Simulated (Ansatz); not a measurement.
## Bi4Se3: geometry relaxation (part 2 of 2)

Bi4Se3 (7 atoms in the cell); DFT PBEsol, scalar-relativistic, plane waves, PAW, no spin polarisation (Ansatz 0.2.0); cutoff 420 eV, 12×12×12 k-mesh, Gaussian smearing of 0.1 eV. The structure derives from an entry of the Crystallography Open Database.

Geometry of the input (Å; fractional positions):
```
2.1350  1.2326  13.3333
-2.1350  1.2326  13.3333
0.0000  -2.4653  13.3333
Bi 0.1445  0.1445  0.1445
Bi 0.8555  0.8555  0.8555
Bi 0.2870  0.2870  0.2870
Bi 0.7130  0.7130  0.7130
Se 0.4170  0.4170  0.4170
Se 0.5830  0.5830  0.5830
Se 0.0000  0.0000  0.0000
```

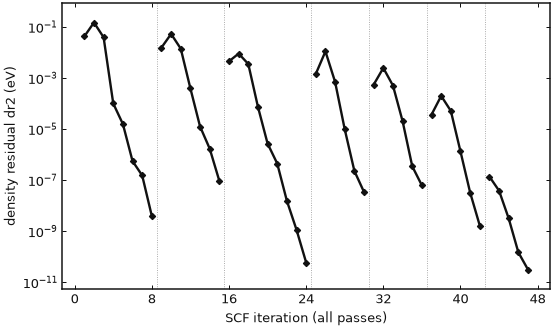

Fig. 1: Convergence of the self-consistent field: density residual dr2 against the SCF iteration. The dotted lines part the SCF passes of the relaxation: geometry steps, rejected trials and re-solves on a re-selected basis. The 7 passes take 5 to 9 iterations each, 47 in all.

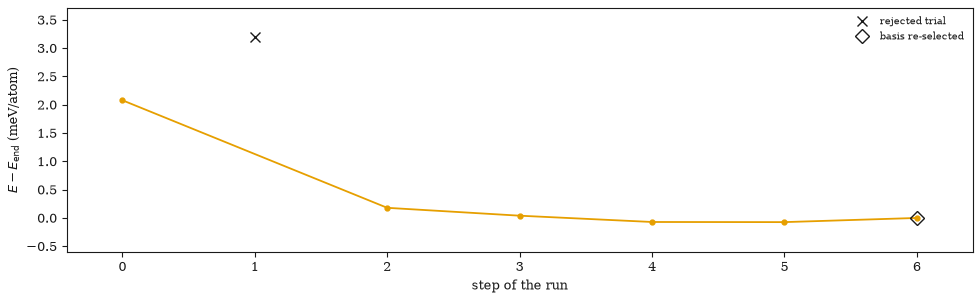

Fig. 2: Progress of the relaxation, step by step (the first geometry is step 0 here and step 1 in the log).

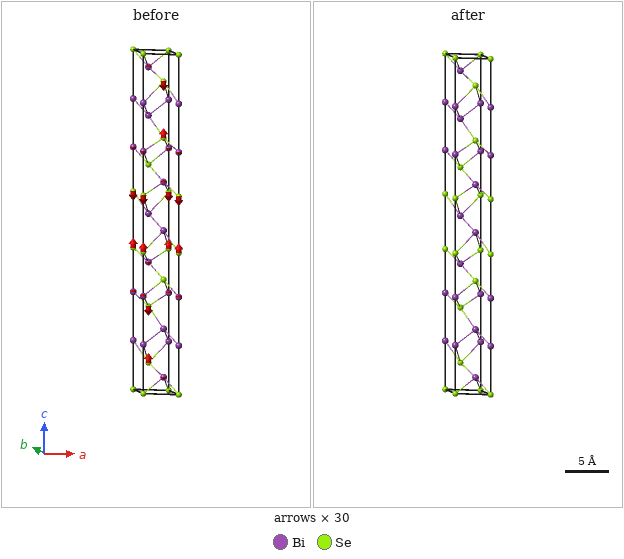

Fig. 3: Before (left) and after (right) the relaxation, at one scale (ball-and-stick view of the cell 3 times as large as that of the calculation, set on its symmetry axes, seen slightly off an axis). The red arrows give the displacements (without the part carried along by the change of the cell), magnified 30 times. The largest moves relative to the cell, 0.038 Å, are those of Se5 and Se6. By element the largest moves are Se 0.038 Å, Bi 0.009 Å. Cell: a = b 4.270 → 4.262 Å (−0.2 %), c 40.000 → 39.510 Å (−1.2 %). Volume −1.6 %. Distances before and after: Bi1–Se5 3.464 → 3.413 Å, Bi3–Se7 3.084 → 3.061 Å, Bi1–Bi2 3.037 → 3.020 Å, Bi3–Se6 2.882 → 2.893 Å. The space group stays R-3m (No. 166). After 5 geometry steps the energy has fallen by 2.2 meV per atom. The largest force component goes from 0.22 to 0.00037 eV/Å. Pressure: −0.56 GPa at the start and 0.00 GPa at the end. The line search rejected the trial step at point 1 (counted from 0) and went back. A last SCF at the same geometry on a re-selected plane-wave basis shifts the energy by +0.1 meV per atom. (Atoms are counted from 1 in the order of the input.)

```
basis re-selected at this cell: Δ(F+E_penalty+E_count) = +5.149e-4 eV, ΔP = +0.001 GPa vs the last step (what re-selecting the basis moved, of the pressure what is left beyond the Pulay correction that the steps carried, after the strain that the cell walked since its last selection, with what the two solves' SCF thresholds leave and, on support functions, any second-order correction that the steps lacked; it is no measure of the basis error at this ecutwfc). The dense FFT grid was sized anew with the basis: this SCF ran on 30×30×90 points, the steps before it on 30×30×96, so part of this shift can come from that change (see relax.cell in the input reference). This SCF's stress stands 4.39e-3 GPa from its target on what of the cell is left free (relax.cell.stress_tol is 5.00e-2 GPa) and its largest allowed force component is 3.68e-4 eV/Å (relax.f_tol is 5.00e-3 eV/Å): within both
SCF converged after 5 iterations
Free energy (F): -65242.511568 eV
Harris-Foulkes:  -65242.511568 eV  (|F-HF|=0.00e0)
Internal energy: -65242.508648 eV  (E = F + TS)
E sigma→0 (E₀):  -65242.510108 eV
Entropy (-TS):   -0.002920 eV (-0.417 meV/atom)
Fermi energy:    9.770775 eV
--- Per-component energies (eV) ---
  E_band       = -1534.969848
  E_kinetic    = 1563.381080
  E_local      = -13652.318603  (includes V_loc(G=0)·N_el)
  E_nonlocal   = 472.981229
  E_hartree    = 5724.202646
  E_xc         = -912.074263
  E_vxc        = -871.798723  (∫ρ·V_xc dr)
  E_paw        = -47640.922627  (= ΣΔE_a)
  E_vpaw       = -495.616765  (= ΣTr[D̂ρ^β])
  E_aug_tail   = -0.003627  (compensation charges beyond the density's cutoff)
  E_ewald      = -10801.138844
  E_core_change = 3.384360  (= ΣΔE_core)
  E_smearing   = -0.002920  (= −TS)
  E_closure    = -0.000000  (closes the sum)
  Σ components = -65242.511568   (vs F -65242.511568, Δ=0.00e0)
--- Forces (eV/Å), atoms counted from 1 ---
  atom   1  Bi    -0.00000000    -0.00000000     0.00009824
  atom   2  Bi     0.00000000     0.00000000    -0.00009824
  atom   3  Bi     0.00000000     0.00000000    -0.00036814
  atom   4  Bi    -0.00000000    -0.00000000     0.00036814
  atom   5  Se     0.00000000     0.00000000     0.00031419
  atom   6  Se    -0.00000000    -0.00000000    -0.00031419
  atom   7  Se    -0.00000000     0.00000000     0.00000000
  max |Σ_I F_I| component: 3.37e-29 eV/Å
--- Stress (GPa, compression-positive) ---
        0.000051       0.000000       0.000000
        0.000000       0.000051       0.000000
        0.000000       0.000000       0.004387
  P = ⅓ Tr σ = 0.0015 GPa (0.015 kbar)
--- Band table (eV; the first three rows and the last of 189) ---
  k-point 0: bands = ["-38.2511", "-38.2511", "-38.2511", "-38.2511", "-38.2443", "-38.2443", "-38.2443", "-38.2443", "-38.2411", "-38.2411", "-38.1712", "-38.1699", "-38.1699", "-38.1597", "-38.1597", "-13.7282", "-13.7282", "-13.7251", "-13.7251", "-13.7121", "-13.7102", "-13.7081", "-13.7081", "-13.7029", "-13.7029", "-12.8088", "-12.8088", "-12.6704", "-12.6580", "-12.6580", "-12.4831", "-12.4735", "-12.4735", "-12.3660", "-12.3660", "-5.0850", "-4.5119", "-3.6160", "-2.5840", "-0.6874", "0.6589", "1.4391", "7.0313", "7.0313", "7.1454", "7.2442", "7.2448", "7.2448", "7.6145", "7.6145", "7.9586", "8.8857", "9.7040", "9.7040", "10.5741", "10.5741", "10.6409", "10.6638", "11.3552", "11.3552", "11.9627", "12.6826", "12.6826", "15.1229", "15.5909"]
  k-point 1: bands = ["-38.2511", "-38.2511", "-38.2511", "-38.2511", "-38.2443", "-38.2443", "-38.2443", "-38.2443", "-38.2411", "-38.2411", "-38.1711", "-38.1699", "-38.1699", "-38.1597", "-38.1597", "-13.7291", "-13.7270", "-13.7258", "-13.7239", "-13.7115", "-13.7099", "-13.7084", "-13.7083", "-13.7035", "-13.7028", "-12.8077", "-12.8030", "-12.6682", "-12.6573", "-12.6541", "-12.4844", "-12.4759", "-12.4740", "-12.3743", "-12.3664", "-5.0268", "-4.4602", "-3.5787", "-2.5300", "-0.6932", "0.5504", "1.3920", "6.5393", "6.6646", "6.8259", "7.0948", "7.1830", "7.4090", "7.6040", "7.6567", "8.0376", "9.3185", "9.4530", "9.6654", "10.1441", "10.1976", "10.5019", "11.4530", "11.6183", "11.7642", "12.1938", "12.5398", "12.7312", "14.8339", "15.0676"]
  k-point 2: bands = ["-38.2511", "-38.2511", "-38.2511", "-38.2511", "-38.2443", "-38.2443", "-38.2443", "-38.2443", "-38.2411", "-38.2411", "-38.1711", "-38.1699", "-38.1699", "-38.1597", "-38.1597", "-13.7317", "-13.7277", "-13.7237", "-13.7208", "-13.7117", "-13.7095", "-13.7085", "-13.7068", "-13.7044", "-13.7025", "-12.8050", "-12.7858", "-12.6674", "-12.6499", "-12.6428", "-12.4899", "-12.4829", "-12.4741", "-12.3979", "-12.3674", "-4.8546", "-4.3096", "-3.4778", "-2.3683", "-0.7315", "0.2496", "1.2474", "5.6626", "6.3262", "6.4616", "6.5579", "6.9519", "7.1022", "7.6927", "7.6987", "7.8901", "8.9672", "9.3820", "9.5848", "9.9140", "10.6929", "10.8168", "11.4294", "12.0246", "12.1525", "12.3679", "12.8725", "13.1746", "14.1439", "15.0671"]
  k-point 188: bands = ["-38.2511", "-38.2511", "-38.2511", "-38.2511", "-38.2443", "-38.2443", "-38.2443", "-38.2443", "-38.2411", "-38.2411", "-38.1711", "-38.1699", "-38.1699", "-38.1597", "-38.1597", "-13.7282", "-13.7282", "-13.7251", "-13.7251", "-13.7121", "-13.7102", "-13.7081", "-13.7081", "-13.7029", "-13.7029", "-12.8088", "-12.8088", "-12.6703", "-12.6580", "-12.6580", "-12.4831", "-12.4735", "-12.4735", "-12.3660", "-12.3660", "-5.0730", "-4.5569", "-3.5016", "-2.7255", "-0.4535", "0.3498", "1.5829", "6.9627", "7.0305", "7.0305", "7.2486", "7.2486", "7.4967", "7.6083", "7.6083", "7.8467", "9.0087", "9.8120", "9.8120", "10.0831", "10.3034", "10.3034", "11.4495", "11.6784", "11.6964", "11.6964", "12.4756", "12.4756", "15.1673", "15.4802"]
--- Relaxed structure (6 steps of the walk, 5 accepted, 1 SCFs on fresh bases) ---
  F+E_penalty+E_count = -65242.51156815 eV   max|allowed force component| = 3.681e-4 eV/Å   (the final SCF, on the basis selected at the relaxed cell)
  cell:  # Å, volume = 207.1362 Å³
    - [2.1307981620700143, 1.2302168924598842, 13.169847393958607]
    - [-2.1307981620700143, 1.2302168924598842, 13.169847393958607]
    - [8.882783682404402e-33, -2.4604337849197644, 13.169847393958607]
  atoms:
    - { symbol: Bi, position: [0.1445058282128003, 0.1445058282128003, 0.14450582821280034] }
    - { symbol: Bi, position: [0.8554941717871998, 0.8554941717871998, 0.8554941717871997] }
    - { symbol: Bi, position: [0.2872291430259866, 0.2872291430259866, 0.2872291430259866] }
    - { symbol: Bi, position: [0.7127708569740133, 0.7127708569740133, 0.7127708569740134] }
    - { symbol: Se, position: [0.4179589532407333, 0.4179589532407333, 0.41795895324073323] }
    - { symbol: Se, position: [0.5820410467592667, 0.5820410467592667, 0.5820410467592666] }
    - { symbol: Se, position: [-6.195440985646962e-21, -6.195440985646953e-21, -6.195440985646931e-21] }
```

Trajectory as extended XYZ (Å, eV, eV/Å), 7 frames, from step=1 to step=7:
```
7
Lattice="2.1350 1.2326 13.3333 -2.1350 1.2326 13.3333 0.0000 -2.4653 13.3333" Properties=species:S:1:pos:R:3:forces:R:3 step=1 energy=-65242.49701 pressure_GPa=-0.56
Bi    0.0000    0.0000    5.7800    0.0000   0.0000   0.1487
Bi    0.0000    0.0000   34.2200    0.0000   0.0000  -0.1487
Bi    0.0000    0.0000   11.4800    0.0000   0.0000   0.2229
Bi    0.0000    0.0000   28.5200    0.0000   0.0000  -0.2229
Se    0.0000    0.0000   16.6800    0.0000   0.0000   0.1483
Se    0.0000    0.0000   23.3200    0.0000   0.0000  -0.1483
Se    0.0000    0.0000    0.0000    0.0000   0.0000   0.0000
7
Lattice="2.1218 1.2250 13.2420 -2.1218 1.2250 13.2420 0.0000 -2.4501 13.2420" Properties=species:S:1:pos:R:3:forces:R:3 step=2 energy=-65242.48920 pressure_GPa=0.46 accepted=F
Bi    0.0000    0.0000    5.7710    0.0000   0.0000  -0.3874
Bi    0.0000    0.0000   33.9550    0.0000   0.0000   0.3874
Bi    0.0000    0.0000   11.4455    0.0000   0.0000  -0.3048
Bi    0.0000    0.0000   28.2805    0.0000   0.0000   0.3048
Se    0.0000    0.0000   16.5997    0.0000   0.0000  -0.1461
Se    0.0000    0.0000   23.1263    0.0000   0.0000   0.1461
Se    0.0000    0.0000    0.0000    0.0000   0.0000   0.0000
7
Lattice="2.1292 1.2293 13.2612 -2.1292 1.2293 13.2612 0.0000 -2.4586 13.2612" Properties=species:S:1:pos:R:3:forces:R:3 step=3 energy=-65242.51031 pressure_GPa=-0.07
Bi    0.0000    0.0000    5.7569    0.0000   0.0000  -0.0379
Bi    0.0000    0.0000   34.0267    0.0000   0.0000   0.0379
Bi    0.0000    0.0000   11.4366    0.0000   0.0000   0.0029
Bi    0.0000    0.0000   28.3470    0.0000   0.0000  -0.0029
Se    0.0000    0.0000   16.6061    0.0000   0.0000   0.0335
Se    0.0000    0.0000   23.1774    0.0000   0.0000  -0.0335
Se    0.0000    0.0000    0.0000    0.0000   0.0000   0.0000
7
Lattice="2.1311 1.2304 13.2220 -2.1311 1.2304 13.2220 0.0000 -2.4608 13.2220" Properties=species:S:1:pos:R:3:forces:R:3 step=4 energy=-65242.51129 pressure_GPa=-0.11
Bi    0.0000    0.0000    5.7382    0.0000   0.0000  -0.0351
Bi    0.0000    0.0000   33.9279    0.0000   0.0000   0.0351
Bi    0.0000    0.0000   11.3982    0.0000   0.0000  -0.0071
Bi    0.0000    0.0000   28.2679    0.0000   0.0000   0.0071
Se    0.0000    0.0000   16.5683    0.0000   0.0000   0.0052
Se    0.0000    0.0000   23.0978    0.0000   0.0000  -0.0052
Se    0.0000    0.0000    0.0000    0.0000   0.0000   0.0000
7
Lattice="2.1304 1.2300 13.1572 -2.1304 1.2300 13.1572 0.0000 -2.4600 13.1572" Properties=species:S:1:pos:R:3:forces:R:3 step=5 energy=-65242.51207 pressure_GPa=0.06
Bi    0.0000    0.0000    5.7031    0.0000   0.0000  -0.0014
Bi    0.0000    0.0000   33.7684    0.0000   0.0000   0.0014
Bi    0.0000    0.0000   11.3369    0.0000   0.0000   0.0019
Bi    0.0000    0.0000   28.1346    0.0000   0.0000  -0.0019
Se    0.0000    0.0000   16.4985    0.0000   0.0000   0.0048
Se    0.0000    0.0000   22.9730    0.0000   0.0000  -0.0048
Se    0.0000    0.0000    0.0000    0.0000   0.0000   0.0000
7
Lattice="2.1308 1.2302 13.1698 -2.1308 1.2302 13.1698 0.0000 -2.4604 13.1698" Properties=species:S:1:pos:R:3:forces:R:3 step=6 energy=-65242.51208 pressure_GPa=0.00
Bi    0.0000    0.0000    5.7094    0.0000   0.0000   0.0001
Bi    0.0000    0.0000   33.8002    0.0000   0.0000  -0.0001
Bi    0.0000    0.0000   11.3483    0.0000   0.0000  -0.0004
Bi    0.0000    0.0000   28.1612    0.0000   0.0000   0.0004
Se    0.0000    0.0000   16.5134    0.0000   0.0000   0.0003
Se    0.0000    0.0000   22.9962    0.0000   0.0000  -0.0003
Se    0.0000    0.0000    0.0000    0.0000   0.0000   0.0000
7
Lattice="2.1308 1.2302 13.1698 -2.1308 1.2302 13.1698 0.0000 -2.4604 13.1698" Properties=species:S:1:pos:R:3:forces:R:3 step=7 energy=-65242.51157 pressure_GPa=0.00
Bi    0.0000    0.0000    5.7094    0.0000   0.0000   0.0001
Bi    0.0000    0.0000   33.8002    0.0000   0.0000  -0.0001
Bi    0.0000    0.0000   11.3483    0.0000   0.0000  -0.0004
Bi    0.0000    0.0000   28.1612    0.0000   0.0000   0.0004
Se    0.0000    0.0000   16.5134    0.0000   0.0000   0.0003
Se    0.0000    0.0000   22.9962    0.0000   0.0000  -0.0003
Se    0.0000    0.0000    0.0000    0.0000   0.0000   0.0000
```
